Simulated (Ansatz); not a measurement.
System: Tl.

The calculation's input:

```
crystal:
  lattice:
    - [3.2645584604, 0.0, 0.0]
    - [0.0, 3.2645584604, 0.0]
    - [0.0, 0.0, 3.2645584604]
  atoms:
    - { symbol: Tl, position: [0.0, 0.0, 0.0] }
hamiltonian:
  xc: r2scan
  pseudopotentials:
    kind: paw
    azcp:
      Tl: "pseudopotentials/Tl.paw.azcp"
basis:
  ecutwfc: 500
  fft_grid_basis: typed
kpoints:
  mp_grid: { grid: [11, 11, 11], shift: [0, 0, 0] }
magnetization:
  spin_polarized: false
scf:
  occupations: { method: fermi_dirac, width: 0.1 }
  lower_state_search: "off"
output:
  stress: true
  write_density: true
  write_potential: true
  elf: true
  volumetric_format: npy
```

Run with:

```sh
ansatz run input.yaml --threads 1 --pin off --max-ram 3584MiB --backend cpu --events-out ev --progress --plain --runs-dir out
```

Below, planes, directions and counts refer to the conventional cell (a = 3.26 Å, b = 3.26 Å, c = 3.26 Å, α = 90.00°, β = 90.00°, γ = 90.00°).

Space group Pm-3m; set up as Tl, simple cubic; a generated structure, not necessarily the stable one; changed on purpose from its base cell (volume × 1.08); computed without spin polarisation.

All numbers below come from DFT, r2SCAN, plane waves (500 eV) with PAW, scalar-relativistic in Ansatz.

Predict the valence pseudo-density and electron localisation function between the atoms.

Tl–Tl (3.26 Å): ρ is about 0.15 e/Å³ halfway; the ELF is about 0.20 at the midpoint; no localised pair shows between them.

Does the calculation give a band gap?

It is gapless in this calculation (a metal or semimetal).

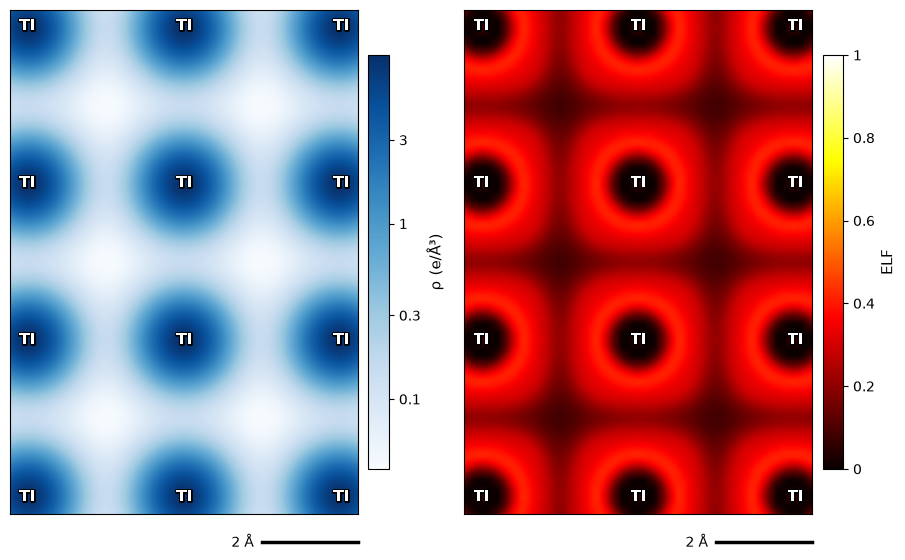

Computed valence pseudo-density and electron localisation function on the (100) plane of the conventional cell, in this order. 
